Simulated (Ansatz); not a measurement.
MnSi$_{31}$ (cell charge −1, with a compensating background) (cell with a defect)

```
Mn Si
1.0
    -5.43383    5.43383    5.43383
     5.43383   -5.43383    5.43383
     5.43383    5.43383   -5.43383
Mn Si
1 31
Direct
  0.25000 0.50000 0.00000
  0.25000 0.75134 0.75105
  0.25000 0.00000 0.50000
  0.50134 0.25105 0.00000
  0.25000 0.25105 0.25134
  0.50134 0.50000 0.75105
  0.49895 0.74895 0.50028
  0.75000 0.00000 0.00000
  0.49895 0.00028 0.24895
  0.74972 0.24866 0.74866
  0.75000 0.50000 0.50000
  0.00105 0.75134 0.00000
  0.75028 0.74895 0.24895
  0.99866 0.99972 0.74866
  0.99866 0.24866 0.49972
  0.00105 0.50000 0.25134
  0.00006 0.25006 0.75006
  0.99976 0.50000 0.50088
  0.00111 0.75024 0.25024
  0.25000 0.00088 0.74976
  0.99976 0.00088 0.00000
  0.25000 0.24976 0.50088
  0.25000 0.50000 0.24994
  0.50024 0.75024 0.75111
  0.25000 0.74994 0.00000
  0.49889 0.99912 0.49912
  0.50024 0.25111 0.25024
  0.75088 0.50000 0.74976
  0.49994 0.50000 0.00000
  0.74912 0.74889 0.49912
  0.74912 0.99912 0.24889
  0.75088 0.24976 0.00000
```

Spin-polarised.

Level of theory: Ansatz, DFT PBEsol, scalar-relativistic, plane waves, PAW.

**Predict the valence pseudo-density, electron localisation function and spin density between the atoms.**

Si–Si (2.35 Å): ρ at the midpoint is about 0.56 e/Å³; the ELF peaks at about 0.95 between the atoms.
Mn–Si (2.35 Å): the density is about 0.54 e/Å³ at the midpoint; the ELF peaks at about 0.90 in the valence shell of Si, 0.9 Å from its nucleus, and is about 0.70 at the midpoint.
The spin density sits on Mn: +3.0 μB in one cell of 32 atoms: a single local moment. The cell of the calculation (32 atoms) carries 3.9 μB of net spin moment.

**Does the calculation make it a metal, or give it a gap?**

It is metallic or semimetallic at this level of theory: no gap opens.

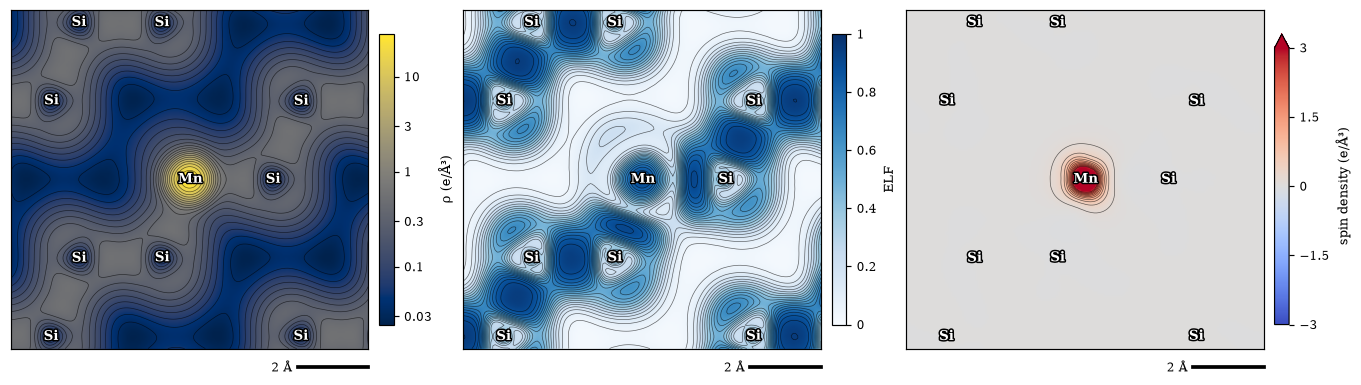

Computed valence pseudo-density, electron localisation function and spin density on the (101̄) plane of the calculation cell, in this order. 

In a PAW calculation such maps are meaningful between the atoms, not at the nuclei.
